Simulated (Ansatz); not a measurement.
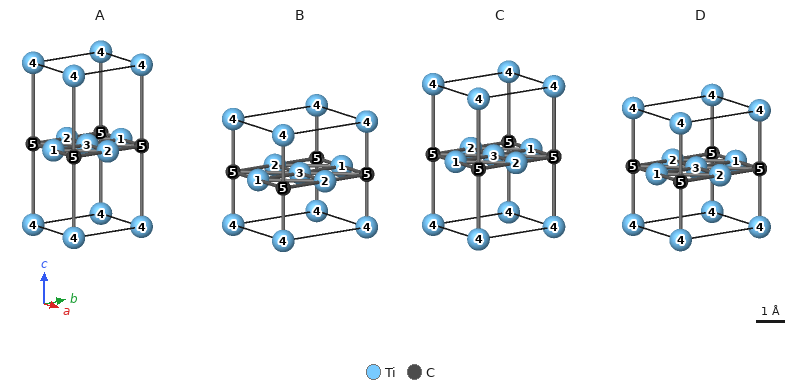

4 geometries from one relaxation of a crystal of Ti4C (a generated structure, set up in P6/mmm) (coarse preliminary run), in shuffled order. A ball-and-stick model of the cell of the calculation, seen slightly off an axis.

The calculation used Ansatz 0.2.0, DFT PBE, scalar-relativistic, plane waves, PAW. Settings: plane-wave cutoff 420 eV; k-point mesh 6 × 6 × 4; occupations gaussian; smearing width 0.1 eV; no spin polarisation; cell and atoms relaxed; force threshold 0.04 eV/Å; at most 70 steps.

Put them in the order of the run, from the start to the converged end.

Answer. A, C, D, B. They are steps 0, 3, 6, 14, at +10.088 eV per cell of the calculation, +3.065 eV per cell of the calculation, +0.864 eV per cell of the calculation relative to the last. No atom moves by more than 0.005 Å relative to the cell. Cell: a = b 4.019 → 4.954 Å (+23.3 %), c 5.991 → 3.909 Å (−34.8 %). Volume −0.9 %. Among the contacts that change: Ti4–C5 2.996 → 1.954 Å, Ti1–Ti2 2.010 → 2.477 Å, Ti1–C5 2.010 → 2.477 Å, Ti1–Ti4 3.607 → 3.155 Å. The space group stays P6/mmm (No. 191). Over 12 accepted moves (14 points after the start) the energy falls by 10.088 eV per cell of the calculation. All forces vanish by symmetry, so only the cell relaxes. The pressure goes from 43.10 to −0.15 GPa. At 2 points the geometry stayed and the basis and grid were re-selected for the new cell (energy shift of 0.226 eV per cell of the calculation at most each time).
